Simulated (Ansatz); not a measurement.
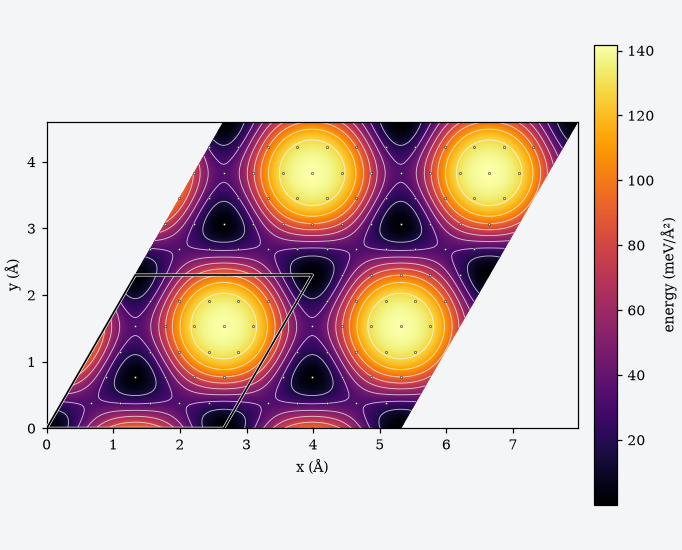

Rh (P6_3/mmc, No. 194; 8 atoms in the cell). Gamma surface: rigid slide across a plane, one fault a cell; the plane is (0 0 1) of the conventional cell. Places are given modulo a cell vector. The map is drawn in real space over the plane of the slide. Nothing is relaxed (rigid halves, spacing across the cut fixed). The grid has 6 × 6 points; 10 points were computed and 26 follow by symmetry. All energies are given in meV/Å² relative to the lowest grid point. Theory: Ansatz, DFT LDA, scalar-relativistic, plane waves, PAW. Settings: cutoff 420 eV, k-mesh 17×17×3 in the order of the run's cell vectors, gaussian smearing 0.15 eV, no spin polarisation.

In the figure: a smooth colour map with a few white contour lines, dots at the grid points, the outline of one cell of the 2 × 2 shown. Between grid points the surface is interpolated.

The lowest grid point is at (0/6, 0/6) of the cell vectors. A higher local minimum lies near (2/6, 2/6) of the cell vectors (1.2 meV/Å² above the lowest at that grid point). These are metastable stacking faults of the rigid slide. The highest grid point, (4/6, 4/6) of the cell vectors, lies 142 meV/Å² above the lowest. On the interpolated surface the easiest way out of the lowest well to the well at (2/6, 2/6) of the cell vectors passes a barrier of about 34 meV/Å².

The system is changed to Si (P6_3/mmc, No. 194; 8 atoms in the cell); with it change k-mesh 10×10×3 (before 17×17×3), smearing 0.03 eV (before 0.15 eV), the gap across the cut 2.35 Å (before 2.17 Å); the new grid has 12 × 12 points. The band gap closes in part of the range.

Q: What will the new map look like?

A: The lowest place stays at (0/12, 0/12) of the cell vectors. The span from the lowest to the highest grid point shrinks from 142 to 121 meV/Å². The easiest pass out of the lowest well goes from about 34 to about 106 meV/Å² on the interpolated surfaces.

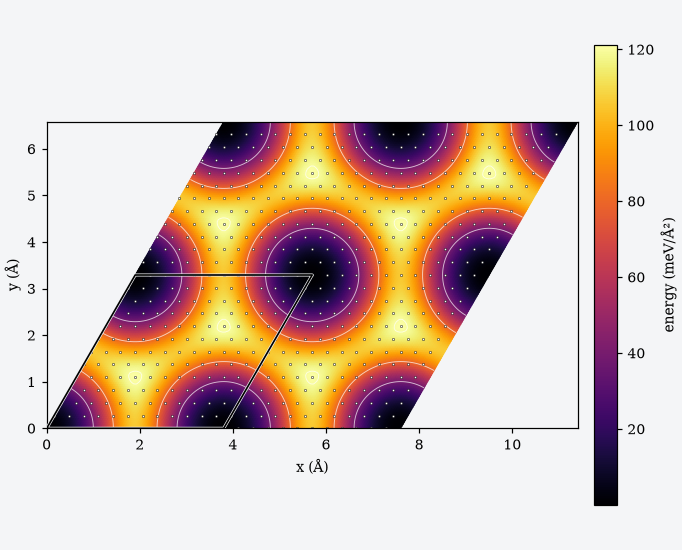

The map after the change, on a colour scale of its own. In the figure: a smooth colour map with a few white contour lines, dots at the grid points, the outline of one cell of the 2 × 2 shown. Between grid points the surface is interpolated.

PAW datasets: the set soft_1.
